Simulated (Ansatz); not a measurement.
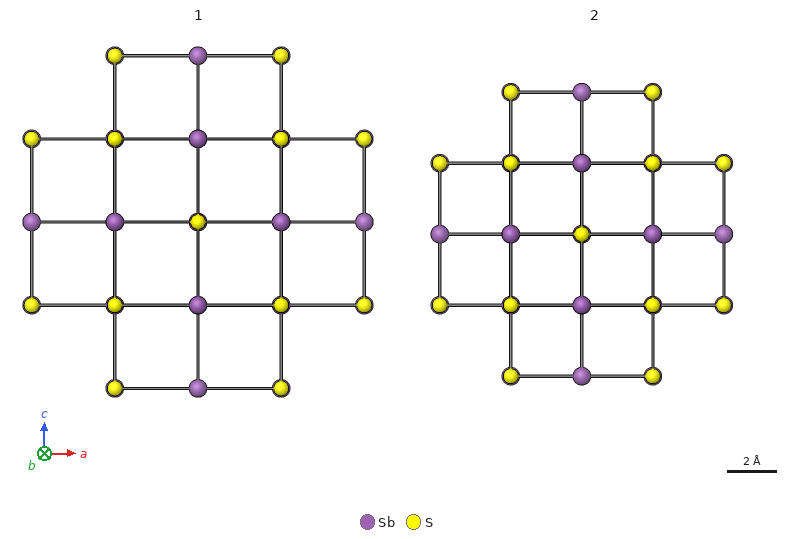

Two geometries of crystalline SbS (built on the rock salt_225 type) (coarse preliminary run), drawn at one scale. One is the start of a relaxation, the other its converged end. The picture is a ball-and-stick view of the conventional cell (4 times the calculation's cell), seen along the b axis. Lengths and directions refer to the drawn axes.

The calculation used Ansatz 0.2.0, DFT PBE, scalar-relativistic, plane waves, PAW. (plane-wave cutoff 420 eV; k-point mesh 4 × 4 × 4; occupations gaussian; smearing width 0.1 eV; no spin polarisation; cell and atoms relaxed; force threshold 0.04 eV/Å; at most 70 steps)

Question: Which geometry has the lower energy?

Answer: Structure 2 is the relaxed one. Case: rock salt type (Fm-3m, No. 225). After 3 accepted moves (4 points after the start) the energy has fallen by 1.561 eV per cell of the calculation. All forces vanish by symmetry, so only the cell relaxes. Pressure: −10.60 GPa at the start and −0.06 GPa at the end. At 1 point the geometry stayed and the basis and grid were re-selected for the new cell (energy shift of 1.6 meV per cell of the calculation at most each time). No atom moves by more than 0.005 Å relative to the cell. The volume changes by −37.8 %, with a = b = c 6.805 → 5.810 Å (−14.6 %). Near-neighbour distances that change, for instance: S–Sb 3.403 → 2.905 Å. The space group stays Fm-3m (No. 225).
